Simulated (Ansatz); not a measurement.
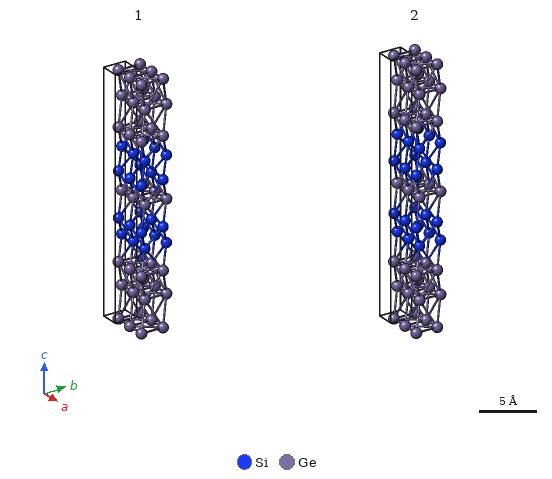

Two geometries of solid Si₂Ge₃ (a generated structure, set up in P-6m2), drawn at one scale. One is the start of a relaxation, the other its converged end. The picture is a ball-and-stick view of the cell of the calculation, repeated 3 × 2 × 1 with one cell outlined, seen slightly off an axis.

Computed with Ansatz 0.2.0, DFT PBE, scalar-relativistic, plane waves, PAW. Set-up: plane-wave cutoff 420 eV; k-point mesh 12 × 12 × 2; occupations gaussian; smearing width 0.1 eV; no spin polarisation; cell and atoms relaxed; force threshold 0.01 eV/Å; at most 80 steps.

### Which of the two is the end point?

Structure 2 is the relaxed one. The energy falls by 23.1 meV per atom in 8 accepted moves (12 points after the start). The largest force component goes from 0.23 to 0.0032 eV/Å. The pressure goes from 0.81 to 0.00 GPa. The line search rejected the trial steps at points 3, 8 of the run. The SCF was repeated twice at an unchanged geometry on a basis and grid sized afresh for the cell, which shifted the energy by 0.1 meV per atom at most. The largest moves relative to the cell, 0.29 Å, are those of Ge atoms. Largest moves by element: Ge 0.29 Å, Si 0.21 Å. The volume changes by −0.8 %, with a = b 2.992 → 2.898 Å (−3.1 %), c 22.825 → 24.133 Å (+5.7 %). Some distances before and after: Ge–Si 2.762 → 2.935 Å, Ge–Si 2.764 → 2.890 Å, Ge–Ge 3.213 → 3.102 Å, Si–Si 2.544 → 2.651 Å. Among the angles between lasting bonds that change: Si–Si–Ge 98.6° → 105.5°, Si–Si–Si 72.0° → 66.2°, Ge–Si–Ge 65.5° → 60.2°. The space group stays P-6m2 (No. 187).
